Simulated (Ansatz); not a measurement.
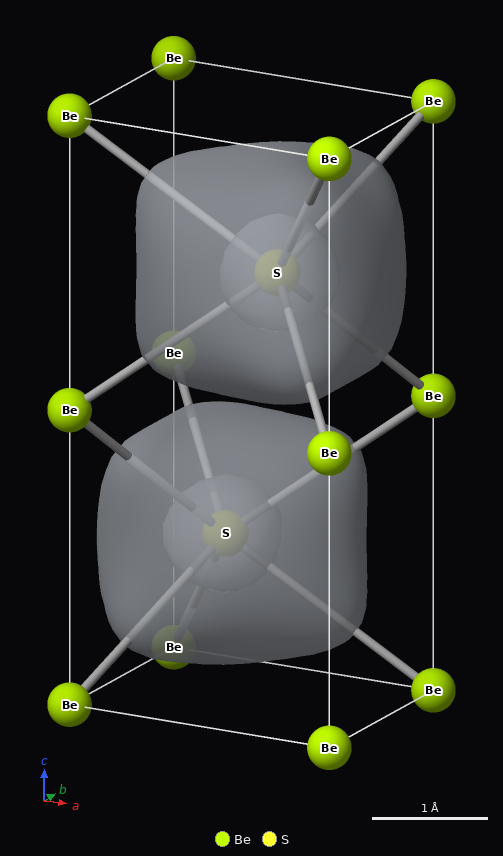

Figure. BeS. Isosurface of the electron localisation function at 0.65 (grey), seen at an oblique angle. Core shells and regions of very low density are left out. Sticks mark near contacts.

Space group P6₃/mmc; started from the NiAs prototype, which need not be the ambient phase.

The calculation used DFT, PBEsol, plane waves, PAW (Ansatz 0.2.0).

In a PAW calculation such maps are meaningful between the atoms, not at the nuclei.

```
Be S
1.0
     3.27108    0.00000    0.00000
    -1.63554    2.83284    0.00000
     0.00000    0.00000    5.20637
Be S
2 2
Direct
  0.00000 0.00000 0.00000
  0.00000 0.00000 0.50000
  0.33333 0.66667 0.25000
  0.66667 0.33333 0.75000
```

Question: Where are the electrons localised?

Answer: The ELF exceeds this value in two regions wrapped around S (the valence shell of each), counted in one cell of 4 atoms. Regions shared between cells count once. Along the contacts the grid gives the following. Be–S (2.29 Å): the ELF peaks at about 0.90 in the valence shell of S, 0.9 Å from its nucleus, and is about 0.85 at the midpoint.
